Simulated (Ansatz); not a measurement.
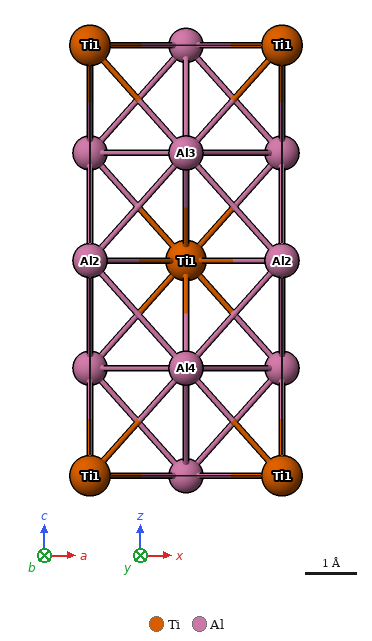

Energy scan for crystalline TiAl3 (I4/mmm), in which the cell is strained along z alone, with the atoms kept at their fractional coordinates. x, y and z are the Cartesian axes of the input. The picture shows the reference cell. A ball-and-stick model of the conventional cell (2 times the calculation's cell), seen along the b axis. Lengths and directions refer to the drawn axes.

Level of theory: DFT PBEsol, scalar-relativistic, plane waves, PAW (Ansatz 0.2.0). Settings: plane-wave cutoff 420 eV; k-point mesh 18 × 18 × 18; occupations gaussian; smearing width 0.15 eV; no spin polarisation. Energies (free energies at the smearing named) are counted from the relaxed crystal.

Input file:
```yaml
crystal:
  lattice:
    - [-1.9077740733, 1.9077740733, 4.2769968076]
    - [1.9077740733, -1.9077740733, 4.2769968076]
    - [1.9077740733, 1.9077740733, -4.2769968076]
  atoms:
    - { symbol: Ti, position: [0.0, 0.0, 0.0] }
    - { symbol: Al, position: [0.5, 0.5, 0.0] }
    - { symbol: Al, position: [0.75, 0.25, 0.5] }
    - { symbol: Al, position: [0.25, 0.75, 0.5] }
basis:
  ecutwfc: 420
kpoints:
  mp_grid: { grid: [18, 18, 18] }
hamiltonian:
  xc: pbesol
scf:
  occupations: { method: gaussian, width: 0.15 }
output:
  forces: true
  stress: true
  eigenvalues: true
```

Run as
```bash
ansatz run input.yaml --threads 1 --pin off --max-ram 2560MiB --backend cpu --events-out ev --progress --plain --runs-dir out
```

### Give the energy at each point (the strain: −0.1500, −0.1125, −0.0750, −0.0375, 0.0000, 0.0375, 0.0750, 0.1125, 0.1312, 0.1500).

```csv
strain,energy change (meV/atom)
−0.1500,308
−0.1125,167
−0.0750,70
−0.0375,16
0.0000,0
0.0375,15
0.0750,55
0.1125,115
0.1312,150
0.1500,188
```

Of the computed points the lowest is at the strain 0.00, 0 meV/atom. The distortion keeps the space group I4/mmm. At the strain −0.15 the cell of the drawing goes c 8.554 → 7.271 Å.
